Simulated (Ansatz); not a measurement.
C20N (cell with a defect)

C20N (cell with a defect), 63 atoms, a = 7.14 Å, b = 7.14 Å, c = 7.14 Å, α = 90.00°, β = 90.00°, γ = 90.00°.

PAW files of the earlier set (soft_1); spin-polarised.

All numbers below come from DFT HSE06, scalar-relativistic, plane waves, PAW (Ansatz).

What can the converged valence pseudo-density and electron localisation function tell about the bonding?

C–N (1.46 Å): the density is about 2 e/Å³ at the midpoint; the ELF peaks at about 0.90 between the atoms: a covalent bond.
C–C (1.55 Å): ρ at the midpoint is about 1.6 e/Å³; the ELF peaks at about 0.95 between the atoms: localised, covalent bonding.
C–C (1.55 Å): ρ is about 1.6 e/Å³ halfway; the ELF peaks at about 0.95 between the atoms, as expected for a shared electron pair.

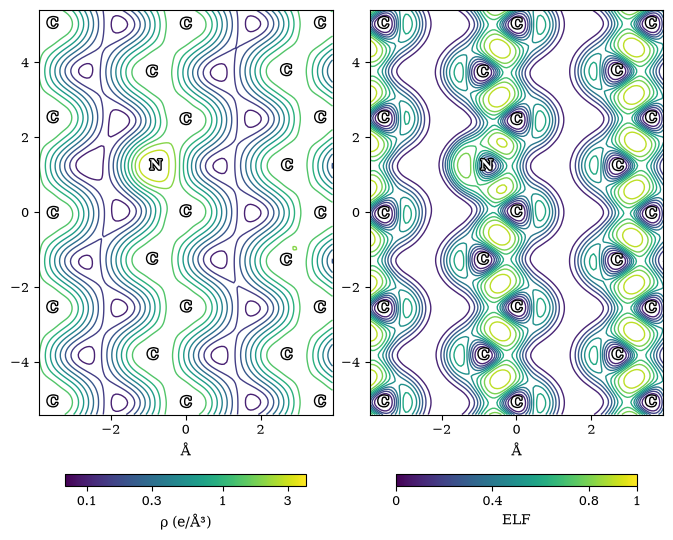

Computed valence pseudo-density and electron localisation function on the (011) plane of the calculation cell, in this order. 

Core electrons are frozen (PAW), and the valence fields are smoothed inside the atomic spheres.
